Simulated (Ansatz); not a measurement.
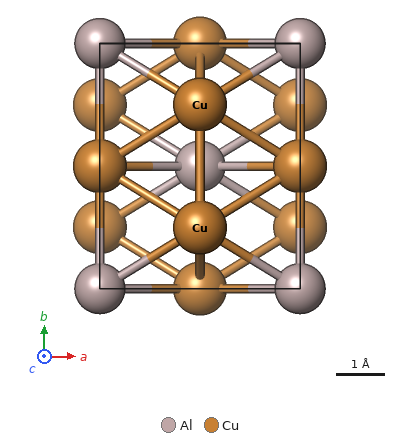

*The input geometry (ball-and-stick view of the cell of the calculation, along the c axis). An atom can appear more than once, as a periodic image.*

# AlCu3: geometry relaxation (part 1 of 2)

System: AlCu3 (Pmmn, 8 atoms in the cell).
Method: DFT r2SCAN, scalar-relativistic, plane waves, PAW, no spin polarisation (Ansatz 0.2.0).

The structure derives from a Materials Project entry.

## Input
```yaml
crystal:
  lattice:
    - [4.1725144, 0.0, 0.0]
    - [0.0, 5.10701746, 0.0]
    - [0.0, 0.0, 4.51171531]
  atoms:
    - { symbol: Al, position: [0.0, 0.0, 0.66111] }
    - { symbol: Al, position: [0.5, 0.5, 0.33889] }
    - { symbol: Cu, position: [0.0, 0.5, 0.66267495] }
    - { symbol: Cu, position: [0.5, 0.0, 0.33732505] }
    - { symbol: Cu, position: [0.0, 0.25094031, 0.16006468] }
    - { symbol: Cu, position: [0.0, 0.74905969, 0.16006468] }
    - { symbol: Cu, position: [0.5, 0.24905969, 0.83993532] }
    - { symbol: Cu, position: [0.5, 0.75094031, 0.83993532] }
basis:
  ecutwfc: 500
kpoints:
  mp_grid: { grid: [8, 8, 8] }
hamiltonian:
  xc: r2scan
scf:
  occupations: { method: gaussian, width: 0.1 }
output:
  forces: true
  stress: true
  eigenvalues: true
  write_density: true
  write_potential: true
  elf: true
  volumetric_format: npy
relax:
  adjacent_minimum: "off"
  f_tol: 0.005
  max_steps: 80
  cell: { stress_tol: 0.05 }
```

Machine: 2 threads of Intel Xeon @ 2.50GHz (Skylake/Cascade Lake), 189 GiB of memory available, shared host.

Command:
```bash
ansatz run input.yaml --threads 2 --pin off --max-ram 5120MiB --backend cpu --events-out ev --progress --plain --runs-dir out
```

## Log
```
Engine: ansatz 0.2.0, x86_64-unknown-linux-gnu
Pseudopotentials: kind: paw
Pseudopotential: Al, paw, valence charge 3, recommended cutoff 500 eV (meta_gga), Al.paw.azcp
Pseudopotential: Cu, paw, valence charge 19, recommended cutoff 500 eV (meta_gga), Cu.paw.azcp
Functional definition: r2SCAN
  parameter k0 = 0.174
  parameter k1 = 0.065
  parameter a1 = 4.9479
  exchange = r2scan_x(k0 = k0, k1 = k1, a1 = a1)
  correlation = r2scan_c
Crystal: 8 atoms, lattice volume = 96.141 Å³
Basis set: ecut = 500 eV, 2441 PW (Γ), exchange–correlation on 128×160×144 points (64 copies of the dense FFT grid, shifted against one another)
Bands: 72, of which v1, the nominal top of the filled ones, is band 60 counted from 1 (59 counted from 0)
Symmetry: 8 space group operations
Space group: Pmmn (ITA 59), of the structure as read, at distance tolerance 4.6e-5 Å
k-points: 125 of 512
Non-local potential: Al, projectors of the file, l = 0: 2, l = 1: 2, l = 2: 1
Non-local potential: Cu, projectors of the file, l = 0: 3, l = 1: 2, l = 2: 3, l = 3: 1
PAW form: soft (Blöchl's): semilocal exchange-correlation on the pseudo side does not see the compensation charge
PAW frozen core: Al, regenerated for the run's functional (the file was generated under x = pbe(κ = 0.804, μ = 0.2195149727645171), c = pbe(β = 0.06672455060314922))
PAW frozen core: Cu, regenerated for the run's functional (the file was generated under x = pbe(κ = 0.804, μ = 0.2195149727645171), c = pbe(β = 0.06672455060314922))
PAW one-centre angular grid: Al, 302 points (default); XC on 160 Gauss nodes
PAW one-centre angular grid: Cu, 590 points (default); XC on 160 Gauss nodes
Initial density: superposition of atomic densities (neutral atoms: chi_scale 0, normalization atom), corrected by the library's trained network
Initial wavefunctions: pseudopotential atomic-orbital guess
Functional: x = r2scan, c = r2scan; τ floored in thin density (d = 2e-4 eV/Å³)
SCF iter   1: F=—  HF=-40869.976876 eV  |F-HF|=—  |Δ(HF+E_count)|=         —  Δρ=3.66e-2  dr2=7.85e-1  dr2_τ=1.57e-2  ethr=1.77e-3  ⟨swp⟩=5.1  Hψ=32392  notcnv=0  defer=116
preconditioner: auto → Kerker (q_TF=auto, 2.831 Å⁻¹)  [metal: Δε(μ)=0.008 eV  Ē_g=9.499 eV  σ=0.100 eV  W_gap=0.05  n_scr=34 (ndim 8)  ℏωp=32.1 eV  f_vac=0.000  D(μ)=2.50/eV (n_scr^D=18)]
SCF iter   2: F=—  HF=-40869.941702 eV  |F-HF|=—  |Δ(HF+E_count)|=   3.52e-2  Δρ=1.46e-2  dr2=8.56e-2  dr2_τ=6.72e-3  ethr=6.54e-4  ⟨swp⟩=2.0  Hψ=15347  notcnv=0  defer=654
SCF iter   3: F=—  HF=-40869.879293 eV  |F-HF|=—  |Δ(HF+E_count)|=   6.24e-2  Δρ=7.64e-3  dr2=4.93e-2  dr2_τ=2.11e-4  ethr=7.13e-5  ⟨swp⟩=2.0  Hψ=16301  notcnv=0  defer=654
SCF iter   4: F=—  HF=-40869.866845 eV  |F-HF|=—  |Δ(HF+E_count)|=   1.24e-2  Δρ=1.56e-3  dr2=2.76e-3  dr2_τ=3.90e-5  ethr=4.11e-5  ⟨swp⟩=1.2  Hψ=10445  notcnv=0  defer=654
SCF iter   5: F=—  HF=-40869.868740 eV  |F-HF|=—  |Δ(HF+E_count)|=   1.90e-3  Δρ=3.50e-3  dr2=7.63e-3  dr2_τ=4.05e-5  ethr=2.30e-6  ⟨swp⟩=2.0  Hψ=15369  notcnv=0  defer=654
SCF iter   6: F=—  HF=-40869.867383 eV  |F-HF|=—  |Δ(HF+E_count)|=   1.36e-3  Δρ=5.74e-4  dr2=3.45e-4  dr2_τ=3.03e-6  ethr=2.30e-6  ⟨swp⟩=2.0  Hψ=13160  notcnv=0  defer=654
SCF iter   7: F=—  HF=-40869.867290 eV  |F-HF|=—  |Δ(HF+E_count)|=   9.35e-5  Δρ=2.26e-4  dr2=3.49e-5  dr2_τ=1.90e-7  ethr=2.87e-7  ⟨swp⟩=2.0  Hψ=12912  notcnv=0  defer=654
SCF iter   8: F=—  HF=-40869.867282 eV  |F-HF|=—  |Δ(HF+E_count)|=   7.82e-6  Δρ=3.07e-5  dr2=4.70e-7  dr2_τ=9.67e-9  ethr=2.91e-8  ⟨swp⟩=2.0  Hψ=12790  notcnv=0  defer=654
SCF iter   9: F=-40869.867282 eV  HF=-40869.867282 eV  |F-HF|=3.68e-8  |Δ(HF+E_count)|=   3.79e-8  Δρ=8.04e-6  dr2=4.42e-8  dr2_τ=3.71e-10  ethr=8.33e-11  ⟨swp⟩=11.8  Hψ=61843  notcnv=0
SCF 1 converged in 9 iterations: F = -40869.867282 eV  dr2 = 4.42e-8
  greatest PAW one-centre occupation: 1.000 electrons in one spin orbital (limit 2), on the Cu atom at site 7 (counted from 0), in its partial waves of l = 0
relax step   1: F+E_penalty+E_count = -40869.86728218 eV  Δ(F+E_penalty+E_count) = +0.000e0 eV  max|allowed force component| = 4.957e-2 eV/Å  Δτ_max = 0.0000 Å  P = +0.352 GPa  Ω = 96.141 Å³  (9 SCF iters, dr2 threshold 1.00e-7 eV, accepted)
Crystal: 8 atoms, lattice volume = 96.261 Å³
Initial density: handed on by an earlier stage of this run
Initial wavefunctions: those handed on with the density
iter 1 solved again at ethr=3.17e-7 eV; its pass at ethr=3.10e-3 eV (dr2=3.80e-4 eV) is discarded
SCF iter   1: F=—  HF=-40869.865434 eV  |F-HF|=—  |Δ(HF+E_count)|=         —  Δρ=8.38e-4  dr2=3.41e-4  dr2_τ=4.21e-3  ethr=3.17e-7  ⟨swp⟩=2.0  Hψ=35405  notcnv=0
preconditioner: auto → Kerker (q_TF=auto, 2.830 Å⁻¹)  [metal: Δε(μ)=0.019 eV  Ē_g=9.280 eV  σ=0.100 eV  W_gap=0.11  n_scr=34 (ndim 8)  ℏωp=32.1 eV  f_vac=0.003  D(μ)=2.49/eV (n_scr^D=18)]
SCF iter   2: F=—  HF=-40869.868997 eV  |F-HF|=—  |Δ(HF+E_count)|=   3.56e-3  Δρ=5.22e-4  dr2=1.72e-4  dr2_τ=4.88e-6  ethr=2.84e-7  ⟨swp⟩=2.0  Hψ=16532  notcnv=0
SCF iter   3: F=—  HF=-40869.868962 eV  |F-HF|=—  |Δ(HF+E_count)|=   3.47e-5  Δρ=3.01e-4  dr2=8.43e-5  dr2_τ=4.25e-7  ethr=1.43e-7  ⟨swp⟩=2.0  Hψ=12846  notcnv=0
SCF iter   4: F=—  HF=-40869.868953 eV  |F-HF|=—  |Δ(HF+E_count)|=   9.71e-6  Δρ=1.69e-4  dr2=2.24e-5  dr2_τ=3.24e-7  ethr=7.03e-8  ⟨swp⟩=2.6  Hψ=14967  notcnv=0
SCF iter   5: F=—  HF=-40869.868962 eV  |F-HF|=—  |Δ(HF+E_count)|=   9.76e-6  Δρ=2.69e-4  dr2=4.13e-5  dr2_τ=2.40e-7  ethr=1.87e-8  ⟨swp⟩=2.9  Hψ=16823  notcnv=0  recentre
SCF iter   6: F=—  HF=-40869.868953 eV  |F-HF|=—  |Δ(HF+E_count)|=   8.96e-6  Δρ=7.82e-5  dr2=4.72e-6  dr2_τ=2.32e-8  ethr=1.87e-8  ⟨swp⟩=2.0  Hψ=13183  notcnv=0
SCF iter   7: F=-40869.868953 eV  HF=-40869.868953 eV  |F-HF|=7.98e-8  |Δ(HF+E_count)|=   2.00e-7  Δρ=1.66e-5  dr2=2.65e-7  dr2_τ=1.65e-9  ethr=6.67e-10  ⟨swp⟩=6.0  Hψ=58019  notcnv=0
SCF 2 converged in 7 iterations: F = -40869.868953 eV  dr2 = 2.65e-7
  greatest PAW one-centre occupation: 1.000 electrons in one spin orbital (limit 2), on the Cu atom at site 3 (counted from 0), in its partial waves of l = 0
relax step   2: F+E_penalty+E_count = -40869.86895311 eV  Δ(F+E_penalty+E_count) = -1.671e-3 eV  max|allowed force component| = 3.943e-2 eV/Å  Δτ_max = 0.0036 Å  P = +0.158 GPa  Ω = 96.261 Å³  energy of the carried Pulay correction = -4.420e-5 eV  (7 SCF iters, dr2 threshold 8.00e-7 eV, accepted)
Crystal: 8 atoms, lattice volume = 96.359 Å³
iter 1 solved again at ethr=1.40e-6 eV; its pass at ethr=3.10e-3 eV (dr2=1.68e-3 eV) is discarded
SCF iter   1: F=—  HF=-40869.827391 eV  |F-HF|=—  |Δ(HF+E_count)|=         —  Δρ=2.18e-3  dr2=1.64e-3  dr2_τ=5.30e-2  ethr=1.40e-6  ⟨swp⟩=2.1  Hψ=37233  notcnv=0
preconditioner: auto → Kerker (q_TF=auto, 2.830 Å⁻¹)  [metal: Δε(μ)=0.006 eV  Ē_g=9.282 eV  σ=0.100 eV  W_gap=0.04  n_scr=34 (ndim 8)  ℏωp=32.1 eV  f_vac=0.003  D(μ)=2.44/eV (n_scr^D=18)]
SCF iter   2: F=—  HF=-40869.871423 eV  |F-HF|=—  |Δ(HF+E_count)|=   4.40e-2  Δρ=1.39e-3  dr2=1.65e-3  dr2_τ=3.73e-5  ethr=1.36e-6  ⟨swp⟩=2.1  Hψ=17111  notcnv=0
SCF iter   3: F=—  HF=-40869.871212 eV  |F-HF|=—  |Δ(HF+E_count)|=   2.10e-4  Δρ=9.88e-4  dr2=8.24e-4  dr2_τ=3.25e-6  ethr=1.36e-6  ⟨swp⟩=2.0  Hψ=12020  notcnv=0
SCF iter   4: F=—  HF=-40869.871236 eV  |F-HF|=—  |Δ(HF+E_count)|=   2.38e-5  Δρ=1.03e-3  dr2=7.04e-4  dr2_τ=5.32e-6  ethr=6.87e-7  ⟨swp⟩=2.0  Hψ=14070  notcnv=0
SCF iter   5: F=—  HF=-40869.871148 eV  |F-HF|=—  |Δ(HF+E_count)|=   8.77e-5  Δρ=3.36e-4  dr2=6.07e-5  dr2_τ=6.54e-7  ethr=5.86e-7  ⟨swp⟩=2.0  Hψ=12713  notcnv=0
SCF iter   6: F=—  HF=-40869.871128 eV  |F-HF|=—  |Δ(HF+E_count)|=   2.07e-5  Δρ=1.21e-4  dr2=1.03e-5  dr2_τ=1.14e-7  ethr=5.06e-8  ⟨swp⟩=2.0  Hψ=13108  notcnv=0
SCF iter   7: F=—  HF=-40869.871129 eV  |F-HF|=—  |Δ(HF+E_count)|=   1.29e-6  Δρ=4.23e-5  dr2=1.51e-6  dr2_τ=1.01e-8  ethr=8.55e-9  ⟨swp⟩=2.3  Hψ=13543  notcnv=0
SCF iter   8: F=-40869.871129 eV  HF=-40869.871129 eV  |F-HF|=9.25e-8  |Δ(HF+E_count)|=   3.47e-7  Δρ=1.69e-5  dr2=2.08e-7  dr2_τ=9.99e-10  ethr=4.90e-10  ⟨swp⟩=8.5  Hψ=58415  notcnv=0
SCF 3 converged in 8 iterations: F = -40869.871129 eV  dr2 = 2.08e-7
relax step   3: F+E_penalty+E_count = -40869.87112907 eV  Δ(F+E_penalty+E_count) = -2.176e-3 eV  max|allowed force component| = 1.053e-2 eV/Å  Δτ_max = 0.0130 Å  P = +0.008 GPa  Ω = 96.359 Å³  energy of the carried Pulay correction = -8.035e-5 eV  (8 SCF iters, dr2 threshold 5.88e-7 eV, accepted)
Crystal: 8 atoms, lattice volume = 96.363 Å³
iter 1 solved again at ethr=1.44e-7 eV; its pass at ethr=3.10e-3 eV (dr2=1.73e-4 eV) is discarded
SCF iter   1: F=—  HF=-40869.866485 eV  |F-HF|=—  |Δ(HF+E_count)|=         —  Δρ=7.06e-4  dr2=1.72e-4  dr2_τ=5.83e-3  ethr=1.44e-7  ⟨swp⟩=2.6  Hψ=35733  notcnv=0
preconditioner: auto → Kerker (q_TF=auto, 2.830 Å⁻¹)  [metal: Δε(μ)=0.010 eV  Ē_g=9.283 eV  σ=0.100 eV  W_gap=0.06  n_scr=34 (ndim 8)  ℏωp=32.1 eV  f_vac=0.002  D(μ)=2.38/eV (n_scr^D=18)]
SCF iter   2: F=—  HF=-40869.871401 eV  |F-HF|=—  |Δ(HF+E_count)|=   4.92e-3  Δρ=4.70e-4  dr2=2.05e-4  dr2_τ=3.78e-6  ethr=1.43e-7  ⟨swp⟩=2.1  Hψ=16553  notcnv=0
SCF iter   3: F=—  HF=-40869.871374 eV  |F-HF|=—  |Δ(HF+E_count)|=   2.71e-5  Δρ=3.51e-4  dr2=9.83e-5  dr2_τ=5.59e-7  ethr=1.43e-7  ⟨swp⟩=2.1  Hψ=12496  notcnv=0
SCF iter   4: F=—  HF=-40869.871388 eV  |F-HF|=—  |Δ(HF+E_count)|=   1.43e-5  Δρ=4.57e-4  dr2=1.36e-4  dr2_τ=9.81e-7  ethr=8.19e-8  ⟨swp⟩=2.0  Hψ=15695  notcnv=0
SCF iter   5: F=—  HF=-40869.871352 eV  |F-HF|=—  |Δ(HF+E_count)|=   3.59e-5  Δρ=4.11e-5  dr2=1.06e-6  dr2_τ=2.48e-8  ethr=8.19e-8  ⟨swp⟩=2.0  Hψ=12874  notcnv=0
SCF iter   6: F=—  HF=-40869.871350 eV  |F-HF|=—  |Δ(HF+E_count)|=   2.20e-6  Δρ=4.41e-5  dr2=1.09e-6  dr2_τ=1.07e-8  ethr=8.87e-10  ⟨swp⟩=2.0  Hψ=16292  notcnv=0
SCF iter   7: F=—  HF=-40869.871350 eV  |F-HF|=—  |Δ(HF+E_count)|=   2.54e-7  Δρ=1.37e-5  dr2=1.42e-7  dr2_τ=1.41e-9  ethr=8.87e-10  ⟨swp⟩=2.0  Hψ=13070  notcnv=0
SCF iter   8: F=-40869.871350 eV  HF=-40869.871350 eV  |F-HF|=1.12e-8  |Δ(HF+E_count)|=   1.58e-8  Δρ=4.94e-6  dr2=2.03e-8  dr2_τ=2.10e-10  ethr=5.94e-11  ⟨swp⟩=7.0  Hψ=48387  notcnv=0
SCF 4 converged in 8 iterations: F = -40869.871350 eV  dr2 = 2.03e-8
relax step   4: F+E_penalty+E_count = -40869.87134985 eV  Δ(F+E_penalty+E_count) = -2.208e-4 eV  max|allowed force component| = 1.905e-3 eV/Å  Δτ_max = 0.0044 Å  P = +0.010 GPa  Ω = 96.363 Å³  energy of the carried Pulay correction = -8.175e-5 eV  (8 SCF iters, dr2 threshold 7.13e-8 eV, accepted)
Initial wavefunctions: pseudopotential atomic-orbital guess (no wavefunctions were taken with the density)
iter 1 solved again at ethr=2.95e-8 eV; its pass at ethr=3.10e-3 eV (dr2=3.54e-5 eV) is discarded
SCF iter   1: F=—  HF=-40869.871404 eV  |F-HF|=—  |Δ(HF+E_count)|=         —  Δρ=1.08e-4  dr2=2.54e-7  dr2_τ=1.07e-7  ethr=2.95e-8  ⟨swp⟩=3.1  Hψ=53424  notcnv=0
preconditioner: auto → Kerker (q_TF=auto, 2.830 Å⁻¹)  [metal: Δε(μ)=0.012 eV  Ē_g=9.286 eV  σ=0.100 eV  W_gap=0.07  n_scr=34 (ndim 8)  ℏωp=32.1 eV  f_vac=0.003  D(μ)=2.36/eV (n_scr^D=18)]
SCF iter   2: F=—  HF=-40869.871438 eV  |F-HF|=—  |Δ(HF+E_count)|=   3.39e-5  Δρ=5.51e-5  dr2=8.08e-8  dr2_τ=6.23e-7  ethr=2.12e-10  ⟨swp⟩=2.0  Hψ=16208  notcnv=0
SCF iter   3: F=—  HF=-40869.871451 eV  |F-HF|=—  |Δ(HF+E_count)|=   1.28e-5  Δρ=1.50e-5  dr2=1.26e-7  dr2_τ=2.78e-9  ethr=6.74e-11  ⟨swp⟩=2.0  Hψ=13537  notcnv=0
SCF iter   4: F=—  HF=-40869.871451 eV  |F-HF|=—  |Δ(HF+E_count)|=   1.45e-8  Δρ=1.62e-6  dr2=1.78e-9  dr2_τ=1.33e-10  ethr=6.74e-11  ⟨swp⟩=2.0  Hψ=13061  notcnv=0
SCF iter   5: F=—  HF=-40869.871451 eV  |F-HF|=—  |Δ(HF+E_count)|=   2.42e-9  Δρ=9.26e-7  dr2=4.67e-10  dr2_τ=3.42e-11  ethr=1.48e-12  ⟨swp⟩=2.0  Hψ=13507  notcnv=0
SCF iter   6: F=—  HF=-40869.871451 eV  |F-HF|=—  |Δ(HF+E_count)|=  4.37e-10  Δρ=1.13e-6  dr2=6.88e-10  dr2_τ=5.63e-11  ethr=1.00e-12  ⟨swp⟩=2.0  Hψ=15680  notcnv=0
SCF iter   7: F=-40869.871451 eV  HF=-40869.871451 eV  |F-HF|=6.55e-11  |Δ(HF+E_count)|=  7.20e-10  Δρ=3.45e-7  dr2=6.48e-11  dr2_τ=8.87e-12  ethr=1.00e-12  ⟨swp⟩=4.0  Hψ=38293  notcnv=0
SCF 5 converged in 7 iterations: F = -40869.871451 eV  dr2 = 6.48e-11
relax step   5: F+E_penalty+E_count = -40869.87145089 eV  Δ(F+E_penalty+E_count) = -1.010e-4 eV  max|allowed force component| = 1.892e-3 eV/Å  Δτ_max = 0.0000 Å  P = +0.011 GPa  Ω = 96.363 Å³  stress off target by 3.83e-2 GPa  SCF on the basis re-selected at this cell (its energy is not comparable with the rows above)  (7 SCF iters)
```

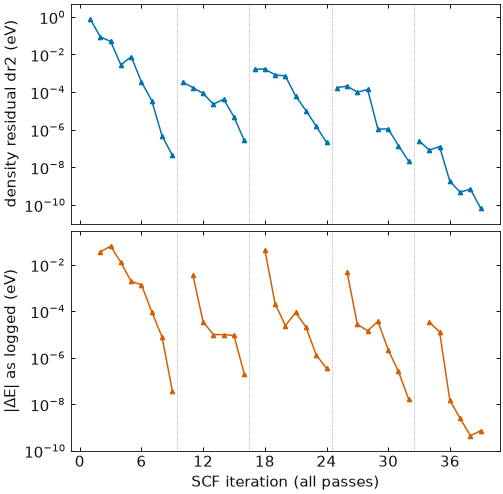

*Convergence of the self-consistent field: density residual dr2 and size of the energy change against the SCF iteration. The dotted lines part the SCF passes of the relaxation: geometry steps, rejected trials and re-solves on a re-selected basis.*

The 5 passes take 7 to 9 iterations each, 39 in all.

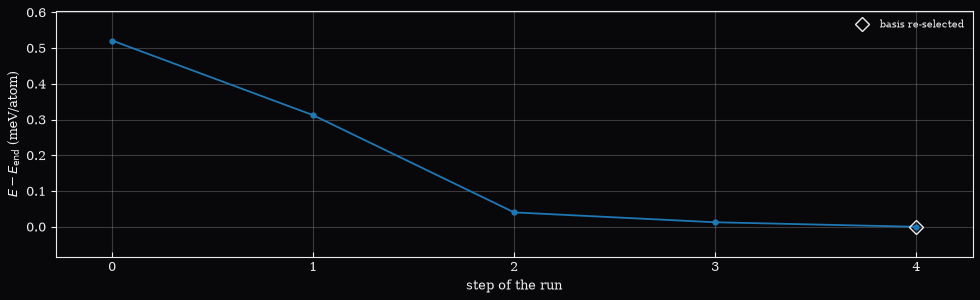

*Progress of the relaxation, step by step (the first geometry is step 0 here and step 1 in the log).*

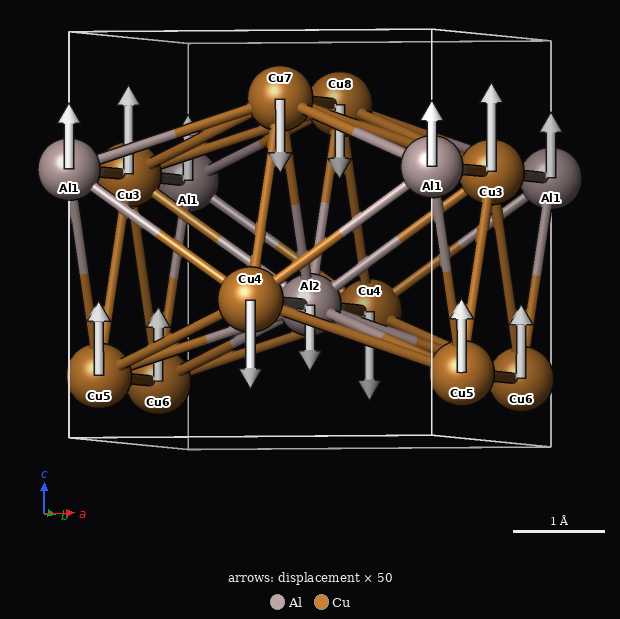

*The starting structure with the displacements (without the part carried along by the change of the cell) as white arrows, magnified 50 times (ball-and-stick view of the cell of the calculation, seen at an oblique angle).*

The largest moves relative to the cell, 0.020 Å, are those of Cu3 and Cu4. Largest moves by element: Cu 0.020 Å, Al 0.015 Å. The drawn cell changes as follows: a 4.173 → 4.188 Å (+0.4 %), b 5.107 → 5.130 Å (+0.4 %), c 4.512 → 4.485 Å (−0.6 %); the volume changes by +0.2 %. Among the contacts that change: Cu5–Cu6 2.544 → 2.556 Å, Al1–Cu3 2.554 → 2.565 Å, Cu3–Cu5 2.579 → 2.568 Å, Al1–Cu5 2.599 → 2.588 Å. The space group stays Pmmn (No. 59). After 3 geometry steps the energy has fallen by 0.5 meV per atom. Largest force component: 0.05 eV/Å at the start, 0.0019 eV/Å at the end. Pressure: 0.35 GPa at the start and 0.01 GPa at the end. A last SCF at the same geometry on a re-selected plane-wave basis shifts the energy by next to nothing (0.0 meV per atom). (Atoms are counted from 1 in the order of the input.)
